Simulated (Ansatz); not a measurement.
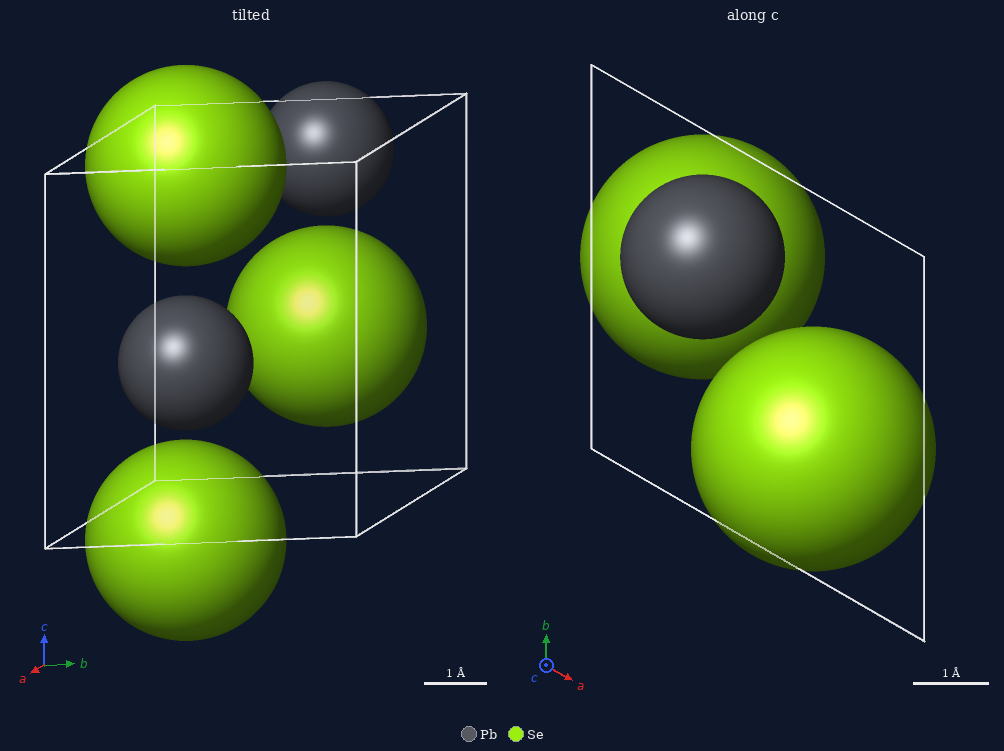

The figure gives a space-filling picture of the atoms, viewed slightly off an axis and along the c axis. The frame is the conventional unit cell; atoms at its boundary are shown with their periodic copies.

PbSe, space group P6_3mc (No. 186), a = 5.174 Å, b = 5.174 Å, c = 6.308 Å, α = 90.00°, β = 90.00°, γ = 120.00°. Its origin is a structure type filled with these elements by a generator (whether the compound takes this form wasn't checked). The cell was then strained or its atoms displaced on purpose. It was the input of a calculation with Ansatz.

This one geometry was computed with Ansatz (DFT, plane waves, PAW) at three levels of theory: r2SCAN, PBE and HSE06. It was relaxed with r2SCAN and then strained.

Q: How does the band gap change with the level of theory?

A: PBE: a gap of 1.28 eV, direct; r2SCAN: a gap of 1.59 eV, direct; HSE06: a gap of 1.77 eV, direct.

Q: Collect the results in a table.

A:
| level | cutoff (eV) | k-mesh of the run's cell | gap (eV) | pressure (GPa) |
| --- | --- | --- | --- | --- |
| r2SCAN | 500 | 6×6×4 | 1.59 | -0.3 |
| PBE | 420 | 6×6×4 | 1.28 | 0.5 |
| HSE06 | 420 | 6×6×4 | 1.77 | -0.3 |

Gaps are taken on the k-mesh or band path of each run.
